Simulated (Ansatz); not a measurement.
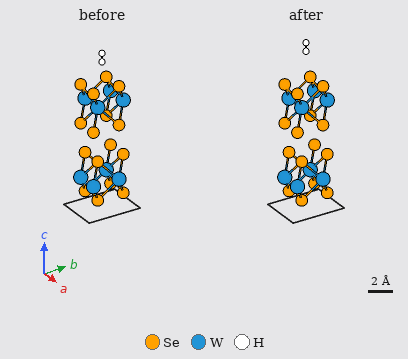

The structure of a slab of composition HW4Se8 (cut from the P6_3/mmc phase) before (left) and after (right) a constrained relaxation, at one scale.

A ball-and-stick model of the cell of the calculation, outlined in the plane, without the vacuum (origin shifted), seen slightly off an axis.

Case: 1 H2 a cell, upright, over a hollow Se-Se-Se site. The slab is the (0 0 1) face of WSe2 with H2 on it. 12 atoms are held fixed.

These are results of DFT PBE+D3(BJ), scalar-relativistic, plane waves, PAW (Ansatz 0.2.0), not measurements.

The input:
```yaml
crystal:
  lattice:
    - [6.5580551065, 0.0, 0.0]
    - [-3.2790275533, 5.6794423217, 0.0]
    - [0.0, 0.0, 28.513050318]
  atoms:
    - { symbol: Se, position: [0.1666666667, 0.3333333333, 0.2805732783] }
    - { symbol: Se, position: [0.1666666667, 0.8333333333, 0.2805732783] }
    - { symbol: Se, position: [0.6666666667, 0.3333333333, 0.2805732783] }
    - { symbol: Se, position: [0.6666666667, 0.8333333333, 0.2805732783] }
    - { symbol: W, position: [0.3333333333, 0.1666666667, 0.3396470128] }
    - { symbol: W, position: [0.3333333333, 0.6666666667, 0.3396470128] }
    - { symbol: W, position: [0.8333333333, 0.1666666667, 0.3396470128] }
    - { symbol: W, position: [0.8333333333, 0.6666666667, 0.3396470128] }
    - { symbol: Se, position: [0.1666666667, 0.3333333333, 0.3987207473] }
    - { symbol: Se, position: [0.1666666667, 0.8333333333, 0.3987207473] }
    - { symbol: Se, position: [0.6666666667, 0.3333333333, 0.3987207473] }
    - { symbol: Se, position: [0.6666666667, 0.8333333333, 0.3987207473] }
    - { symbol: Se, position: [0.3333333333, 0.1666666667, 0.5050291472] }
    - { symbol: Se, position: [0.3333333333, 0.6666666667, 0.5050291472] }
    - { symbol: Se, position: [0.8333333333, 0.1666666667, 0.5050291472] }
    - { symbol: Se, position: [0.8333333333, 0.6666666667, 0.5050291472] }
    - { symbol: W, position: [0.1666666667, 0.3333333333, 0.5641478366] }
    - { symbol: W, position: [0.1666666667, 0.8333333333, 0.5641478366] }
    - { symbol: W, position: [0.6666666667, 0.3333333333, 0.5641478366] }
    - { symbol: W, position: [0.6666666667, 0.8333333333, 0.5641478366] }
    - { symbol: Se, position: [0.3333333333, 0.1666666667, 0.6232882936] }
    - { symbol: Se, position: [0.3333333333, 0.6666666667, 0.6232882936] }
    - { symbol: Se, position: [0.8333333333, 0.1666666667, 0.6232882936] }
    - { symbol: Se, position: [0.8333333333, 0.6666666667, 0.6232882936] }
    - { symbol: H, position: [0.5, 0.5, 0.6864172812] }
    - { symbol: H, position: [0.5, 0.5, 0.712721026] }
basis:
  ecutwfc: 420
kpoints:
  mp_grid: { grid: [3, 3, 1] }
hamiltonian:
  xc: pbe
  dispersion: d3bj
scf:
  occupations: { method: gaussian, width: 0.05 }
output:
  forces: true
  eigenvalues: true
  write_density: true
  write_potential: true
  elf: true
  volumetric_format: npy
relax:
  adjacent_minimum: "off"
  f_tol: 0.04
  max_steps: 100
  constraints: [{ sites: [0, 1, 2, 3, 4, 5, 6, 7, 8, 9, 10, 11] }]
efield:
  axis: 3
  dipole_correction: true
  ramp_width: 0.04
```

Launched with:
```bash
ansatz run input.yaml --threads 4 --pin off --max-ram 10240MiB --backend cpu --events-out ev --progress --plain --runs-dir out
```

> What changed between the two?

The energy falls by 0.167 eV per cell of the calculation in 6 accepted moves (7 points after the start). The largest force component goes from 0.26 to 0.0039 eV/Å. 1 step only repeated the SCF at the same geometry. The largest moves, 0.92 Å, are those of H25 and H26. H26 goes along the normal (+c). W and Se stay in place. The lattice vectors keep their values.

Limits of the set-up: the periodic images lie only 6.6 Å apart, so the values are limited by the cell's size.
